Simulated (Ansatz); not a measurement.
**Tantalum, bcc under LDA: how the cold (Marzari-Vanderbilt) smearing moves the result**

Aim: find which cold (Marzari-Vanderbilt) smearing width is enough for energy and pressure. The geometry was relaxed under LDA beforehand and stays fixed; 7 values are run, from 0.01 to 1.0 eV. Wanted are the values from which on the energy stays within 10 and 1 meV/atom, and the pressure within 0.5 GPa, of the narrowest run. Within the series other settings stay, but some runs also write fields, which adds to their time. Spin polarisation is left out.

Program: Ansatz 0.2.0. Level of theory: DFT LDA, plane waves with PAW, scalar-relativistic. These are calculated values, not measurements.

### Step 1. Starting point

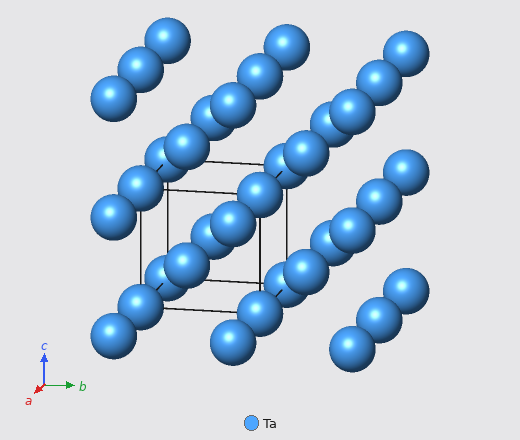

Start, viewed slightly off an axis; tantalum blue. 2×2×2 conventional cells are drawn; the run uses a primitive one. Any atoms on the faces are drawn again on the opposite ones.

As a file:

```
Ta
1.0
    -1.62767    1.62767    1.62767
     1.62767   -1.62767    1.62767
     1.62767    1.62767   -1.62767
Ta
1
Direct
  0.00000 0.00000 0.00000
```

### Step 2. Width 0.01 eV

The run at 0.01 eV.

Contents of input.yaml:

```yaml
crystal:
  lattice:
    - [-1.6276710318, 1.6276710318, 1.6276710318]
    - [1.6276710318, -1.6276710318, 1.6276710318]
    - [1.6276710318, 1.6276710318, -1.6276710318]
  atoms:
    - { symbol: Ta, position: [0.0, 0.0, 0.0] }
hamiltonian:
  xc: lda
  pseudopotentials:
    kind: paw
    azcp:
      Ta: "pseudopotentials/Ta.paw.azcp"
basis:
  ecutwfc: 420
  fft_grid_basis: typed
kpoints:
  mp_grid: { grid: [14, 14, 14], shift: [0, 0, 0] }
magnetization:
  spin_polarized: false
scf:
  occupations: { method: cold, width: 0.01 }
  lower_state_search: "off"
output:
  stress: true
  write_density: true
  write_potential: true
  elf: true
  volumetric_format: npy
```

Command:

```sh
ansatz run input.yaml --threads 2 --pin off --max-ram 5120MiB --backend cpu --events-out ev --progress --plain --runs-dir out
```

Log (excerpt; [...] marks lines left out):

```text
Warning: <dir> the record states the generating functional pbe (its physics header spells it `PBE`), which answers neither for hamiltonian.xc's functional nor for the lda family's — results may be inconsistent (PPs are generated against a specific XC)
Warning: RAYON_NUM_THREADS=2 ignored (pool sized by the plan → 2); use --threads N
[...]
Pseudopotentials: kind: paw
Pseudopotential: Ta, paw, valence charge 13, recommended cutoff 420 eV (normal), <dir>
Functional definition: SPW92
[...]
Crystal: 1 atoms, lattice volume = 17.249 Å³
Basis set: ecut = 420 eV, 321 PW (Γ)
Bands: 11, of which v1, the nominal top of the filled ones, is band 7 counted from 1 (6 counted from 0)
Symmetry: 48 space group operations
Space group: Im-3m (ITA 229), of the structure as read, at distance tolerance 2.6e-5 Å
k-points: 104 of 2744
[...]
SCF iter   1: F=—  HF=-9682.615184 eV  |F-HF|=—  |Δ(HF+E_count)|=         —  Δρ=4.64e-3  dr2=2.65e-3  ethr=1.77e-3  ⟨swp⟩=6.2  Hψ=6693  notcnv=0
[...]
SCF iter   5: F=-9682.614341 eV  HF=-9682.614341 eV  |F-HF|=1.18e-9  |Δ(HF+E_count)|=   4.03e-9  S|Δr|=    0.00e0  Δρ=3.51e-6  dr2=1.83e-9  ethr=4.25e-10  ⟨swp⟩=5.8  Hψ=5765  notcnv=0
[...]
SCF converged after 5 iterations
Stability not checked: this state was not tested for a lower state beside it, because cold or Methfessel-Paxton smearing, or corrected tetrahedra, fill the levels in a way that the test cannot read (fill_not_monotonic; see scf.lower_state_search)
Free energy (F): -9682.614341 eV
[...]
E sigma→0 (E₀):  -9682.614333 eV
Entropy (-TS):   -0.000025 eV (-0.025 meV/atom)
Fermi energy:    19.180472 eV
[...]
--- Stress (GPa, compression-positive) ---
       -0.150238       0.000000       0.000000
        0.000000      -0.150238      -0.000000
       -0.000000      -0.000000      -0.150238
  P = ⅓ Tr σ = -0.1502 GPa (-1.502 kbar)
--- Band table (eV; the first three rows and the last of 104) ---
  k-point 0: bands = ["-47.7426", "-13.6166", "-13.6166", "-13.6166", "11.1964", "19.8967", "19.8967", "19.8967", "23.3087", "23.3087", "34.1102"]
[...]
```

Wall time 1.1 s (2 threads of Arm Neoverse V1, shared host); peak memory 0.27 GiB.

### Step 3. Width 0.03 eV

The run at 0.03 eV.

input.yaml, as its differences from that of step 2:

```diff
@@ -21,3 +21,3 @@
 scf:
-  occupations: { method: cold, width: 0.01 }
+  occupations: { method: cold, width: 0.03 }
   lower_state_search: "off"
@@ -25,5 +25 @@
   stress: true
-  write_density: true
-  write_potential: true
-  elf: true
-  volumetric_format: npy
```

Command:

```sh
ansatz run input.yaml --threads 2 --pin off --max-ram 5120MiB --backend cpu --events-out ev --progress --plain --runs-dir out
```

Log (excerpt; [...] marks lines left out):

```text
Warning: <dir> the record states the generating functional pbe (its physics header spells it `PBE`), which answers neither for hamiltonian.xc's functional nor for the lda family's — results may be inconsistent (PPs are generated against a specific XC)
Warning: RAYON_NUM_THREADS=2 ignored (pool sized by the plan → 2); use --threads N
[...]
[... 3 set-up lines as earlier in the session ...]
[...]
Crystal: 1 atoms, lattice volume = 17.249 Å³
Basis set: ecut = 420 eV, 321 PW (Γ)
Bands: 11, of which v1, the nominal top of the filled ones, is band 7 counted from 1 (6 counted from 0)
[... 2 set-up lines as earlier in the session ...]
k-points: 104 of 2744
[...]
SCF iter   1: F=—  HF=-9682.615317 eV  |F-HF|=—  |Δ(HF+E_count)|=         —  Δρ=4.65e-3  dr2=2.66e-3  ethr=1.77e-3  ⟨swp⟩=6.2  Hψ=6804  notcnv=0
[...]
SCF iter   5: F=-9682.614343 eV  HF=-9682.614343 eV  |F-HF|=1.26e-9  |Δ(HF+E_count)|=   5.03e-9  S|Δr|=    0.00e0  Δρ=3.21e-6  dr2=1.47e-9  ethr=1.90e-10  ⟨swp⟩=2.1  Hψ=3843  notcnv=0
[...]
SCF converged after 5 iterations
Stability not checked: this state was not tested for a lower state beside it, because cold or Methfessel-Paxton smearing, or corrected tetrahedra, fill the levels in a way that the test cannot read (fill_not_monotonic; see scf.lower_state_search)
Free energy (F): -9682.614343 eV
[...]
E sigma→0 (E₀):  -9682.614378 eV
Entropy (-TS):   0.000108 eV (0.108 meV/atom)
Fermi energy:    19.179840 eV
[...]
--- Stress (GPa, compression-positive) ---
       -0.078620       0.000000      -0.000000
        0.000000      -0.078620      -0.000000
        0.000000      -0.000000      -0.078620
  P = ⅓ Tr σ = -0.0786 GPa (-0.786 kbar)
```

Wall time 1.3 s (2 threads of Arm Neoverse V1, shared host); peak memory 0.27 GiB.

### Step 4. Width 0.1 eV

The run at 0.1 eV.

input.yaml, as its differences from that of step 3:

```diff
@@ -21,3 +21,3 @@
 scf:
-  occupations: { method: cold, width: 0.03 }
+  occupations: { method: cold, width: 0.1 }
   lower_state_search: "off"
@@ -25 +25,5 @@
   stress: true
+  write_density: true
+  write_potential: true
+  elf: true
+  volumetric_format: npy
```

Command:

```sh
ansatz run input.yaml --threads 2 --pin off --max-ram 5120MiB --backend cpu --events-out ev --progress --plain --runs-dir out
```

Log (excerpt; [...] marks lines left out):

```text
Warning: <dir> the record states the generating functional pbe (its physics header spells it `PBE`), which answers neither for hamiltonian.xc's functional nor for the lda family's — results may be inconsistent (PPs are generated against a specific XC)
Warning: RAYON_NUM_THREADS=2 ignored (pool sized by the plan → 2); use --threads N
[...]
[... 3 set-up lines as earlier in the session ...]
[...]
Crystal: 1 atoms, lattice volume = 17.249 Å³
Basis set: ecut = 420 eV, 321 PW (Γ)
Bands: 11, of which v1, the nominal top of the filled ones, is band 7 counted from 1 (6 counted from 0)
[... 2 set-up lines as earlier in the session ...]
k-points: 104 of 2744
[...]
SCF iter   1: F=—  HF=-9682.615032 eV  |F-HF|=—  |Δ(HF+E_count)|=         —  Δρ=4.61e-3  dr2=2.59e-3  ethr=1.77e-3  ⟨swp⟩=5.2  Hψ=6469  notcnv=0
[...]
SCF iter   5: F=-9682.614016 eV  HF=-9682.614016 eV  |F-HF|=1.32e-9  |Δ(HF+E_count)|=   5.47e-9  S|Δr|=    0.00e0  Δρ=3.36e-6  dr2=1.52e-9  ethr=1.70e-10  ⟨swp⟩=5.7  Hψ=5605  notcnv=0
[...]
SCF converged after 5 iterations
Stability not checked: this state was not tested for a lower state beside it, because cold or Methfessel-Paxton smearing, or corrected tetrahedra, fill the levels in a way that the test cannot read (fill_not_monotonic; see scf.lower_state_search)
Free energy (F): -9682.614016 eV
[...]
E sigma→0 (E₀):  -9682.614332 eV
Entropy (-TS):   0.000949 eV (0.949 meV/atom)
Fermi energy:    19.191857 eV
[...]
--- Stress (GPa, compression-positive) ---
       -0.075329      -0.000000      -0.000000
       -0.000000      -0.075329      -0.000000
       -0.000000      -0.000000      -0.075329
  P = ⅓ Tr σ = -0.0753 GPa (-0.753 kbar)
--- Band table (eV; the first three rows and the last of 104) ---
  k-point 0: bands = ["-47.7455", "-13.6193", "-13.6193", "-13.6193", "11.1965", "19.8949", "19.8949", "19.8949", "23.3077", "23.3077", "34.1105"]
[...]
```

Run time: 1 s. Hardware: 2 threads of Arm Neoverse V1, shared host; peak memory 0.27 GiB.

### Step 5. Width 0.2 eV

The run at 0.2 eV.

input.yaml, as its differences from that of step 4:

```diff
@@ -21,3 +21,3 @@
 scf:
-  occupations: { method: cold, width: 0.1 }
+  occupations: { method: cold, width: 0.2 }
   lower_state_search: "off"
@@ -25,5 +25 @@
   stress: true
-  write_density: true
-  write_potential: true
-  elf: true
-  volumetric_format: npy
```

Command:

```sh
ansatz run input.yaml --threads 2 --pin off --max-ram 5120MiB --backend cpu --events-out ev --progress --plain --runs-dir out
```

Log (excerpt; [...] marks lines left out):

```text
Warning: <dir> the record states the generating functional pbe (its physics header spells it `PBE`), which answers neither for hamiltonian.xc's functional nor for the lda family's — results may be inconsistent (PPs are generated against a specific XC)
Warning: RAYON_NUM_THREADS=2 ignored (pool sized by the plan → 2); use --threads N
[...]
[... 3 set-up lines as earlier in the session ...]
[...]
Crystal: 1 atoms, lattice volume = 17.249 Å³
Basis set: ecut = 420 eV, 321 PW (Γ)
Bands: 11, of which v1, the nominal top of the filled ones, is band 7 counted from 1 (6 counted from 0)
[... 2 set-up lines as earlier in the session ...]
k-points: 104 of 2744
[...]
SCF iter   1: F=—  HF=-9682.612362 eV  |F-HF|=—  |Δ(HF+E_count)|=         —  Δρ=4.53e-3  dr2=2.46e-3  ethr=1.77e-3  ⟨swp⟩=5.2  Hψ=6083  notcnv=0
[...]
SCF iter   5: F=-9682.611582 eV  HF=-9682.611582 eV  |F-HF|=7.66e-10  |Δ(HF+E_count)|=   3.86e-9  S|Δr|=    0.00e0  Δρ=2.67e-6  dr2=9.06e-10  ethr=1.27e-10  ⟨swp⟩=2.1  Hψ=3753  notcnv=0
[...]
SCF converged after 5 iterations
Stability not checked: this state was not tested for a lower state beside it, because cold or Methfessel-Paxton smearing, or corrected tetrahedra, fill the levels in a way that the test cannot read (fill_not_monotonic; see scf.lower_state_search)
Free energy (F): -9682.611582 eV
[...]
E sigma→0 (E₀):  -9682.614089 eV
Entropy (-TS):   0.007521 eV (7.521 meV/atom)
Fermi energy:    19.191654 eV
[...]
--- Stress (GPa, compression-positive) ---
       -0.069490       0.000000      -0.000000
        0.000000      -0.069490      -0.000000
        0.000000      -0.000000      -0.069490
  P = ⅓ Tr σ = -0.0695 GPa (-0.695 kbar)
```

Run time: 0.75 s. Hardware: 2 threads of Arm Neoverse V1, shared host; peak memory 0.27 GiB.

### Step 6. Width 0.3 eV

The run at 0.3 eV.

input.yaml, as its differences from that of step 5:

```diff
@@ -21,3 +21,3 @@
 scf:
-  occupations: { method: cold, width: 0.2 }
+  occupations: { method: cold, width: 0.3 }
   lower_state_search: "off"
@@ -25 +25,5 @@
   stress: true
+  write_density: true
+  write_potential: true
+  elf: true
+  volumetric_format: npy
```

Command:

```sh
ansatz run input.yaml --threads 2 --pin off --max-ram 5120MiB --backend cpu --events-out ev --progress --plain --runs-dir out
```

Log (excerpt; [...] marks lines left out):

```text
Warning: <dir> the record states the generating functional pbe (its physics header spells it `PBE`), which answers neither for hamiltonian.xc's functional nor for the lda family's — results may be inconsistent (PPs are generated against a specific XC)
Warning: RAYON_NUM_THREADS=2 ignored (pool sized by the plan → 2); use --threads N
[...]
[... 3 set-up lines as earlier in the session ...]
[...]
Crystal: 1 atoms, lattice volume = 17.249 Å³
Basis set: ecut = 420 eV, 321 PW (Γ)
Bands: 11, of which v1, the nominal top of the filled ones, is band 7 counted from 1 (6 counted from 0)
[... 2 set-up lines as earlier in the session ...]
k-points: 104 of 2744
[...]
SCF iter   1: F=—  HF=-9682.608591 eV  |F-HF|=—  |Δ(HF+E_count)|=         —  Δρ=4.65e-3  dr2=2.64e-3  ethr=1.77e-3  ⟨swp⟩=5.3  Hψ=6104  notcnv=0
[...]
SCF iter   5: F=-9682.607662 eV  HF=-9682.607662 eV  |F-HF|=1.04e-9  |Δ(HF+E_count)|=   3.79e-9  S|Δr|=    0.00e0  Δρ=2.99e-6  dr2=1.21e-9  ethr=1.59e-10  ⟨swp⟩=5.6  Hψ=5667  notcnv=0
[...]
SCF converged after 5 iterations
Stability not checked: this state was not tested for a lower state beside it, because cold or Methfessel-Paxton smearing, or corrected tetrahedra, fill the levels in a way that the test cannot read (fill_not_monotonic; see scf.lower_state_search)
Free energy (F): -9682.607662 eV
[...]
E sigma→0 (E₀):  -9682.611333 eV
Entropy (-TS):   0.011011 eV (11.011 meV/atom)
Fermi energy:    19.207011 eV
[...]
--- Stress (GPa, compression-positive) ---
       -0.191240      -0.000000       0.000000
       -0.000000      -0.191240       0.000000
        0.000000       0.000000      -0.191240
  P = ⅓ Tr σ = -0.1912 GPa (-1.912 kbar)
--- Band table (eV; the first three rows and the last of 104) ---
  k-point 0: bands = ["-47.7449", "-13.6187", "-13.6187", "-13.6187", "11.1965", "19.8954", "19.8954", "19.8954", "23.3080", "23.3080", "34.1105"]
[...]
```

Wall time 1.1 s (2 threads of Arm Neoverse V1, shared host); peak memory 0.27 GiB.

### Step 7. Width 0.6 eV

The run at 0.6 eV.

input.yaml, as its differences from that of step 6:

```diff
@@ -21,3 +21,3 @@
 scf:
-  occupations: { method: cold, width: 0.3 }
+  occupations: { method: cold, width: 0.6 }
   lower_state_search: "off"
@@ -25,5 +25 @@
   stress: true
-  write_density: true
-  write_potential: true
-  elf: true
-  volumetric_format: npy
```

Command:

```sh
ansatz run input.yaml --threads 2 --pin off --max-ram 5120MiB --backend cpu --events-out ev --progress --plain --runs-dir out
```

Log (excerpt; [...] marks lines left out):

```text
Warning: <dir> the record states the generating functional pbe (its physics header spells it `PBE`), which answers neither for hamiltonian.xc's functional nor for the lda family's — results may be inconsistent (PPs are generated against a specific XC)
Warning: RAYON_NUM_THREADS=2 ignored (pool sized by the plan → 2); use --threads N
[...]
[... 3 set-up lines as earlier in the session ...]
[...]
Crystal: 1 atoms, lattice volume = 17.249 Å³
Basis set: ecut = 420 eV, 321 PW (Γ)
Bands: 11, of which v1, the nominal top of the filled ones, is band 7 counted from 1 (6 counted from 0)
[... 2 set-up lines as earlier in the session ...]
k-points: 104 of 2744
[...]
SCF iter   1: F=—  HF=-9682.602247 eV  |F-HF|=—  |Δ(HF+E_count)|=         —  Δρ=5.25e-3  dr2=3.55e-3  ethr=1.77e-3  ⟨swp⟩=5.3  Hψ=6125  notcnv=0
[...]
SCF iter   5: F=-9682.600887 eV  HF=-9682.600887 eV  |F-HF|=1.50e-9  |Δ(HF+E_count)|=   1.05e-9  S|Δr|=    0.00e0  Δρ=3.41e-6  dr2=1.85e-9  ethr=2.98e-10  ⟨swp⟩=2.2  Hψ=3996  notcnv=0
[...]
SCF converged after 5 iterations
Stability not checked: this state was not tested for a lower state beside it, because cold or Methfessel-Paxton smearing, or corrected tetrahedra, fill the levels in a way that the test cannot read (fill_not_monotonic; see scf.lower_state_search)
Free energy (F): -9682.600887 eV
[...]
E sigma→0 (E₀):  -9682.604998 eV
Entropy (-TS):   0.012333 eV (12.333 meV/atom)
Fermi energy:    19.268173 eV
[...]
--- Stress (GPa, compression-positive) ---
       -0.655348       0.000000      -0.000000
        0.000000      -0.655348       0.000000
        0.000000       0.000000      -0.655348
  P = ⅓ Tr σ = -0.6553 GPa (-6.553 kbar)
```

Wall time 0.76 s (2 threads of Arm Neoverse V1, shared host); peak memory 0.27 GiB.

### Step 8. Width 1.0 eV

The run at 1.0 eV.

input.yaml, as its differences from that of step 7:

```diff
@@ -21,3 +21,3 @@
 scf:
-  occupations: { method: cold, width: 0.6 }
+  occupations: { method: cold, width: 1.0 }
   lower_state_search: "off"
```

Command:

```sh
ansatz run input.yaml --threads 2 --pin off --max-ram 5120MiB --backend cpu --events-out ev --progress --plain --runs-dir out
```

Log (excerpt; [...] marks lines left out):

```text
Warning: <dir> the record states the generating functional pbe (its physics header spells it `PBE`), which answers neither for hamiltonian.xc's functional nor for the lda family's — results may be inconsistent (PPs are generated against a specific XC)
Warning: RAYON_NUM_THREADS=2 ignored (pool sized by the plan → 2); use --threads N
[...]
[... 3 set-up lines as earlier in the session ...]
[...]
Crystal: 1 atoms, lattice volume = 17.249 Å³
Basis set: ecut = 420 eV, 321 PW (Γ)
Bands: 11, of which v1, the nominal top of the filled ones, is band 7 counted from 1 (6 counted from 0)
[... 2 set-up lines as earlier in the session ...]
k-points: 104 of 2744
[...]
SCF iter   1: F=—  HF=-9682.586326 eV  |F-HF|=—  |Δ(HF+E_count)|=         —  Δρ=5.56e-3  dr2=4.01e-3  ethr=1.77e-3  ⟨swp⟩=5.2  Hψ=6109  notcnv=0
[...]
SCF iter   5: F=-9682.584775 eV  HF=-9682.584775 eV  |F-HF|=1.65e-9  |Δ(HF+E_count)|=   1.41e-9  S|Δr|=    0.00e0  Δρ=3.54e-6  dr2=2.14e-9  ethr=3.81e-10  ⟨swp⟩=2.1  Hψ=4128  notcnv=0
[...]
SCF converged after 5 iterations
Stability not checked: this state was not tested for a lower state beside it, because cold or Methfessel-Paxton smearing, or corrected tetrahedra, fill the levels in a way that the test cannot read (fill_not_monotonic; see scf.lower_state_search)
Free energy (F): -9682.584775 eV
[...]
E sigma→0 (E₀):  -9682.600631 eV
Entropy (-TS):   0.047568 eV (47.568 meV/atom)
Fermi energy:    19.326133 eV
[...]
--- Stress (GPa, compression-positive) ---
       -1.196042       0.000000       0.000000
       -0.000000      -1.196042       0.000000
       -0.000000       0.000000      -1.196042
  P = ⅓ Tr σ = -1.1960 GPa (-11.960 kbar)
```

It took 0.77 s on 2 threads of Arm Neoverse V1, shared host; peak memory 0.27 GiB.

### Step 9. Convergence table

Differences are taken from the run at 0.01 eV.

| smearing (eV) | F (meV/atom) | E(σ → 0) (meV/atom) | P (GPa) | SCF cycles | CPU time |
| --- | --- | --- | --- | --- | --- |
| 0.01 | 0.00 | 0.00 | -0.15 | 5 | 1.9 s |
| 0.03 | 0.00 | -0.05 | -0.08 | 5 | 1.8 s |
| 0.1 | 0.33 | 0.00 | -0.08 | 5 | 1.8 s |
| 0.2 | 2.76 | 0.24 | -0.07 | 5 | 1.3 s |
| 0.3 | 6.68 | 3.00 | -0.19 | 5 | 1.9 s |
| 0.6 | 13.45 | 9.33 | -0.66 | 5 | 1.3 s |
| 1.0 | 29.57 | 13.70 | -1.20 | 5 | 1.3 s |

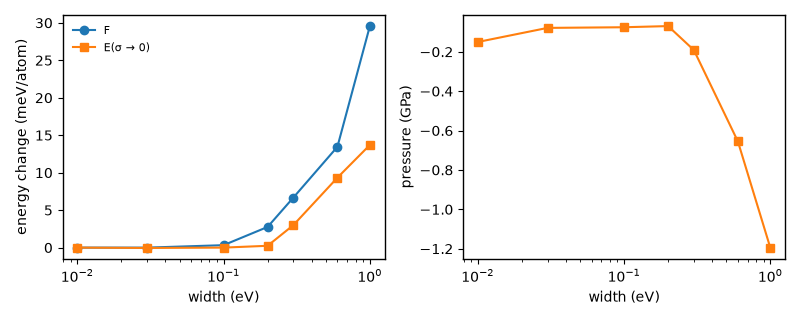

Energy and pressure against the cold (Marzari-Vanderbilt) smearing width.

### Step 10. Summary of results

| quantity | value |
| --- | --- |
| E(σ → 0) stays within 10 meV/atom of 0.01 eV | up to 0.6 eV |
| E(σ → 0) stays within 1 meV/atom | up to 0.2 eV |
| pressure stays within 0.5 GPa | up to 0.3 eV |
| pressure at 0.01 eV | -0.15 GPa |
| energy of a separate run on a finer mesh (22×22×22) | +4.1 meV/atom from 0.01 eV |

**Reading.** At 1.0 eV the energy differs by +13.7 meV/atom and the pressure by -1.0 GPa. The free energy F moves by +29.6 meV/atom over the range, and the estimate for σ → 0 by +13.7. This scheme cancels the term in the square of the width, so F moves little up to 0.2 eV. The mesh (14×14×14) is fixed, so the narrowest widths carry a k-point error of their own. The yardstick itself is unsettled by 4.1 meV/atom against the finer mesh, so the thresholds above hold only within this series, and wider smearing, which averages over more states, can land nearer the fine-mesh value than the narrowest does. The cell taken over is 5 % smaller than the measured one (18.06 Å³/atom, COD).
